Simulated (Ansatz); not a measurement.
# SnO: one change and its effect

System: SnO (4 atoms in the cell).
Method of run A: Kohn-Sham DFT of a periodic cell, PBE, Ansatz PAW small core, no spin polarisation (Ansatz 0.2.0).

The structure derives from a Materials Project entry. Text and figures count atoms from 1; the logs count them from 0 in places.

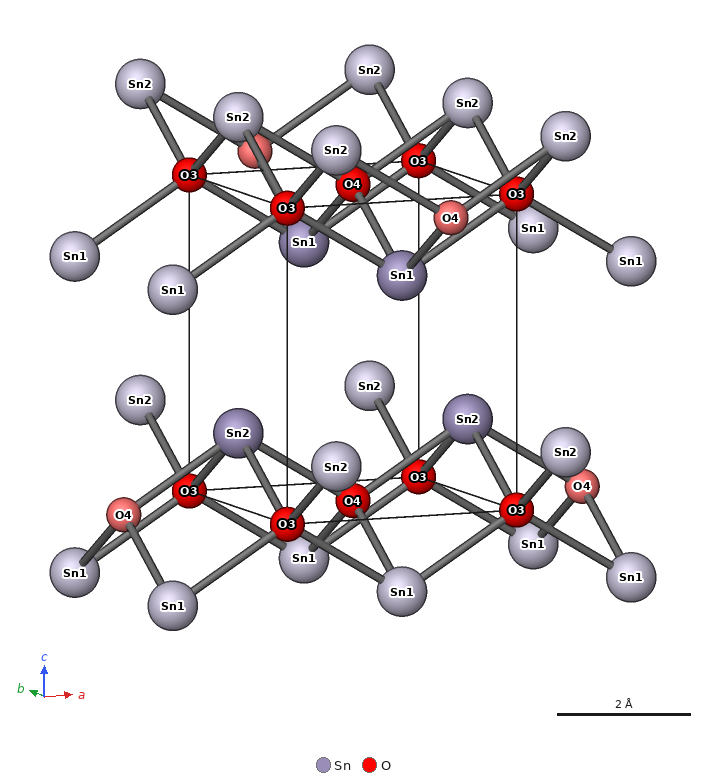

**Figure 1.** The structure as given in the input (ball-and-stick view of the cell of the calculation, seen slightly off an axis; neighbours outside the cell are drawn fainter; atoms are numbered from 1 in the order of the input).

Input, run A:
```yaml
crystal:
  lattice:
    - [3.7621524798, 0.0, 0.0]
    - [0.0, 3.7621524798, 0.0]
    - [0.0, 0.0, 4.8208658347]
  atoms:
    - { symbol: Sn, position: [0.5, 0.0, 0.76462614] }
    - { symbol: Sn, position: [0.0, 0.5, 0.23537386] }
    - { symbol: O, position: [0.0, 0.0, 0.0] }
    - { symbol: O, position: [0.5, 0.5, 0.0] }
hamiltonian:
  xc: pbe
  pseudopotentials: { kind: paw, core: small }
kpoints:
  mp_grid: { grid: [7, 7, 6] }
scf:
  occupations: { method: fermi_dirac, width: 0.05 }
output:
  forces: true
  stress: true
  eigenvalues: true
  write_density: true
  write_potential: true
  elf: true
  volumetric_format: npy
```

Command:
```bash
ansatz run input.yaml --threads 2 --pin off --max-ram 5120MiB --backend cpu --events-out ev --progress --plain --runs-dir out
```

Hardware: 2 threads of Intel Xeon @ 2.50GHz (Skylake/Cascade Lake), 189 GiB of memory available, shared host.

Output, shortened to warnings, some set-up lines, iterations and results (run A):
```
Warning: of Sn the run reads no dataset of the core that `hamiltonian.pseudopotentials.core` asks for: this build lists none beside the file that it uses, or the input names that file
Basis set: ecut = 420 eV, 1329 PW (Γ), exchange–correlation on 54×54×72 points (8 copies of the dense FFT grid, shifted against one another)
Symmetry: 16 space group operations
k-points: 40 of 294
Initial density: superposition of atomic densities (neutral atoms: chi_scale 0, normalization atom), corrected by the library's trained network
[...]
SCF iter   1: F=—  HF=-13183.267892 eV  |F-HF|=—  |Δ(HF+E_count)|=         —  Δρ=1.73e-3  dr2=1.42e-3  ethr=1.77e-3  ⟨swp⟩=6.0  Hψ=4402  notcnv=0
SCF iter   2: F=—  HF=-13183.267666 eV  |F-HF|=—  |Δ(HF+E_count)|=   2.26e-4  Δρ=1.02e-3  dr2=4.43e-4  ethr=3.54e-6  ⟨swp⟩=2.3  Hψ=2111  notcnv=0
SCF iter   3: F=—  HF=-13183.268014 eV  |F-HF|=—  |Δ(HF+E_count)|=   3.48e-4  Δρ=2.55e-4  dr2=3.63e-5  ethr=1.11e-6  ⟨swp⟩=2.9  Hψ=1766  notcnv=0
SCF iter   4: F=—  HF=-13183.268014 eV  |F-HF|=—  |Δ(HF+E_count)|=   4.53e-7  Δρ=8.86e-5  dr2=6.19e-6  ethr=9.07e-8  ⟨swp⟩=2.0  Hψ=1756  notcnv=0
SCF iter   5: F=—  HF=-13183.268018 eV  |F-HF|=—  |Δ(HF+E_count)|=   4.15e-6  Δρ=1.10e-4  dr2=7.22e-6  ethr=1.55e-8  ⟨swp⟩=2.0  Hψ=1761  notcnv=0
SCF iter   6: F=—  HF=-13183.268017 eV  |F-HF|=—  |Δ(HF+E_count)|=   1.75e-6  Δρ=1.89e-5  dr2=2.31e-7  ethr=1.55e-8  ⟨swp⟩=2.0  Hψ=1303  notcnv=0
SCF iter   7: F=-13183.268017 eV  HF=-13183.268017 eV  |F-HF|=2.20e-8  |Δ(HF+E_count)|=   1.29e-7  Δρ=6.84e-6  dr2=4.25e-8  ethr=2.50e-10  ⟨swp⟩=10.1  Hψ=7475  notcnv=0
SCF 1 converged in 7 iterations: F = -13183.268017 eV  dr2 = 4.25e-8
SCF converged after 7 iterations
Free energy (F): -13183.268017 eV
Harris-Foulkes:  -13183.268017 eV  (|F-HF|=2.20e-8)
Internal energy: -13183.267113 eV  (E = F + TS)
E sigma→0 (E₀):  -13183.267565 eV
Entropy (-TS):   -0.000904 eV (-0.226 meV/atom)
Fermi energy:    10.641554 eV
--- Per-component energies (eV) ---
  E_band       = -171.742118
  E_kinetic    = 727.445686
  E_local      = -2654.345368  (includes V_loc(G=0)·N_el)
  E_nonlocal   = 32.539136
  E_hartree    = 1443.987864
  E_xc         = -913.793421
  E_vxc        = -381.832308  (∫ρ·V_xc dr)
  E_paw        = -8590.106931  (= ΣΔE_a)
  E_vpaw       = -783.529859  (= ΣTr[D̂ρ^β])
  E_aug_tail   = 0.004875  (compensation charges beyond the density's cutoff)
  E_ewald      = -3228.998955
  E_smearing   = -0.000904  (= −TS)
  E_closure    = 0.000000  (closes the sum)
  Σ components = -13183.268017   (vs F -13183.268017, Δ=0.00e0)
--- Forces (eV/Å), atoms counted from 1 ---
  atom   1  Sn     0.00000000     0.00000000    -0.97824326
  atom   2  Sn     0.00000000     0.00000000     0.97824326
  atom   3  O      0.00000000     0.00000000     0.00000000
  atom   4  O      0.00000000     0.00000000     0.00000000
  max |Σ_I F_I| component: 0.00e0 eV/Å
--- Stress (GPa, compression-positive) ---
        8.715483       0.000000       0.000000
        0.000000       8.715483       0.000000
        0.000000       0.000000       6.659491
  P = ⅓ Tr σ = 8.0302 GPa (80.302 kbar)
```

Run B used a changed input.

The two runs side by side:

```csv
quantity,run A,run B
outcome,converged,converged
free energy per atom (eV),−3295.8170,−1185.2896
gap on the mesh (eV),0.22,0.21
pressure (GPa),8.03,8.11
largest force (eV/Å),0.978,0.950
SCF iterations,7,8
irreducible k-points,40,40
plane waves at Γ,1329,5125
wall time (shared host),6.3 s,18 s
```

What was changed in the input?

The change (lines with − go, lines with + come):
```diff
-  pseudopotentials: { kind: paw, core: small }
+  pseudopotentials: { kind: nc, source: spms }
```

The total energies belong to different models, so their difference says nothing on which is more stable or more accurate. The largest force goes from 0.978 to 0.950 eV/Å. The SCF takes 8 iterations against 7. The default cutoff goes from 420 to 1034 eV with the change. The plane waves at Γ go from 1329 to 5125. On the same kind of shared host run B took about 2.8 times as long. The two runs start from different initial densities, which also moves the count.

Output, shortened to warnings, some set-up lines, iterations and results (run B):
```
Basis set: ecut = 1034.032677347544 eV, 5125 PW (Γ), exchange–correlation on 80×80×108 points (8 copies of the dense FFT grid, shifted against one another)
Symmetry: 16 space group operations
k-points: 40 of 294
Initial density: superposition of atomic densities (chi_scale 0.1, normalization cell, long waves kept (reshape's long-wave potential 0.17 eV rms))
[...]
SCF iter   1: F=—  HF=-4741.961283 eV  |F-HF|=—  |Δ(HF+E_count)|=         —  Δρ=5.35e-2  dr2=2.82e0  ethr=3.10e-3  ⟨swp⟩=6.2  Hψ=4313  notcnv=0
SCF iter   2: F=—  HF=-4741.242392 eV  |F-HF|=—  |Δ(HF+E_count)|=   7.19e-1  Δρ=2.24e-2  dr2=4.12e-1  ethr=3.10e-3  ⟨swp⟩=2.2  Hψ=2228  notcnv=0
SCF iter   3: F=—  HF=-4741.164175 eV  |F-HF|=—  |Δ(HF+E_count)|=   7.82e-2  Δρ=1.23e-2  dr2=9.26e-2  ethr=1.03e-3  ⟨swp⟩=2.9  Hψ=1883  notcnv=0
SCF iter   4: F=—  HF=-4741.156006 eV  |F-HF|=—  |Δ(HF+E_count)|=   8.17e-3  Δρ=4.05e-3  dr2=1.23e-2  ethr=2.32e-4  ⟨swp⟩=2.5  Hψ=1414  notcnv=0
SCF iter   5: F=—  HF=-4741.158155 eV  |F-HF|=—  |Δ(HF+E_count)|=   2.15e-3  Δρ=8.58e-4  dr2=4.10e-4  ethr=3.07e-5  ⟨swp⟩=2.0  Hψ=1831  notcnv=0
SCF iter   6: F=—  HF=-4741.158745 eV  |F-HF|=—  |Δ(HF+E_count)|=   5.91e-4  Δρ=1.83e-4  dr2=1.96e-5  ethr=1.02e-6  ⟨swp⟩=2.0  Hψ=1314  notcnv=0
SCF iter   7: F=—  HF=-4741.158562 eV  |F-HF|=—  |Δ(HF+E_count)|=   1.83e-4  Δρ=2.95e-5  dr2=5.62e-7  ethr=4.89e-8  ⟨swp⟩=2.8  Hψ=1874  notcnv=0
SCF iter   8: F=-4741.158563 eV  HF=-4741.158563 eV  |F-HF|=2.24e-8  |Δ(HF+E_count)|=   1.21e-6  Δρ=6.20e-6  dr2=2.27e-8  ethr=2.50e-10  ⟨swp⟩=16.0  Hψ=10414  notcnv=0
SCF 1 converged in 8 iterations: F = -4741.158563 eV  dr2 = 2.27e-8
SCF converged after 8 iterations
Free energy (F): -4741.158563 eV
Harris-Foulkes:  -4741.158563 eV  (|F-HF|=2.24e-8)
Internal energy: -4741.157626 eV  (E = F + TS)
E sigma→0 (E₀):  -4741.158095 eV
Entropy (-TS):   -0.000937 eV (-0.234 meV/atom)
Fermi energy:    11.854179 eV
--- Per-component energies (eV) ---
  E_band       = -123.763599
  E_kinetic    = 2440.266838
  E_local      = -2993.863677  (includes V_loc(G=0)·N_el)
  E_nonlocal   = -808.929458
  E_hartree    = 1049.808077
  E_xc         = -1199.440450
  E_vxc        = -860.851435  (∫ρ·V_xc dr)
  E_ewald      = -3228.998955
  E_smearing   = -0.000937  (= −TS)
  E_closure    = 0.000000  (closes the sum)
  Σ components = -4741.158563   (vs F -4741.158563, Δ=0.00e0)
--- Forces (eV/Å), atoms counted from 1 ---
  atom   1  Sn     0.00000000     0.00000000    -0.94997205
  atom   2  Sn     0.00000000     0.00000000     0.94997205
  atom   3  O      0.00000000     0.00000000     0.00000000
  atom   4  O     -0.00000000     0.00000000    -0.00000000
  max |Σ_I F_I| component: 0.00e0 eV/Å
--- Stress (GPa, compression-positive) ---
        8.912754       0.000000       0.000000
        0.000000       8.912754       0.000000
        0.000000       0.000000       6.514633
  P = ⅓ Tr σ = 8.1134 GPa (81.134 kbar)
```

For run A: The cell is under a pressure of 8.0 GPa at this level, so it is not at its equilibrium volume. For run B: The cell is under a pressure of 8.1 GPa at this level, so it is not at its equilibrium volume.
